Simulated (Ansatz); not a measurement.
Consider MgO.

```cif
data_structure
_symmetry_space_group_name_H-M 'P 1'
_symmetry_Int_Tables_number 1
_cell_length_a 4.2537
_cell_length_b 4.2537
_cell_length_c 4.2537
_cell_angle_alpha 90.000
_cell_angle_beta 90.000
_cell_angle_gamma 90.000
_cell_volume 76.97
loop_
_atom_site_label
_atom_site_type_symbol
_atom_site_fract_x
_atom_site_fract_y
_atom_site_fract_z
_atom_site_occupancy
Mg1 Mg 0.00000 0.00000 0.00000 1
Mg2 Mg 0.50000 0.50000 0.00000 1
Mg3 Mg 0.50000 0.00000 0.50000 1
Mg4 Mg 0.00000 0.50000 0.50000 1
O1 O 0.50000 0.00000 0.00000 1
O2 O 0.00000 0.50000 0.00000 1
O3 O 0.00000 0.00000 0.50000 1
O4 O 0.50000 0.50000 0.50000 1
```

Space group Fm-3m; computed pressure about −10 GPa in this cell.

Method: DFT LDA, scalar-relativistic, plane waves, PAW in Ansatz 0.2.0.

Predict the valence pseudo-density and electron localisation function between the atoms.

Mg–O (2.13 Å): ρ is about 0.33 e/Å³ halfway; the ELF peaks at about 0.85 in the valence shell of O, 0.6 Å from its nucleus, and is about 0.35 at the midpoint; an ionic contact with no shared pair.
Bader's partition of the density gives Mg +1.70 and O −1.70 e.

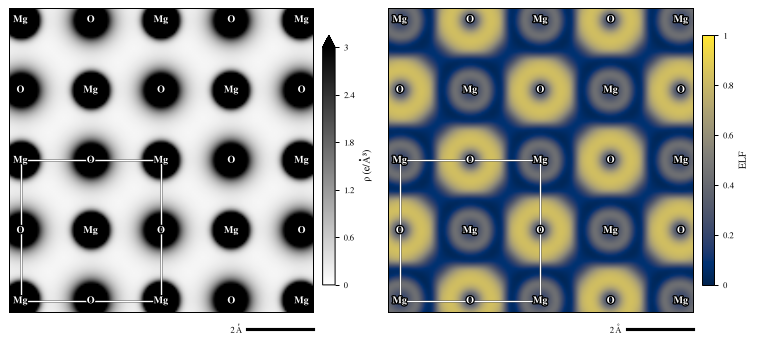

Computed valence pseudo-density and electron localisation function on the (001) plane of the conventional cell, in this order. 
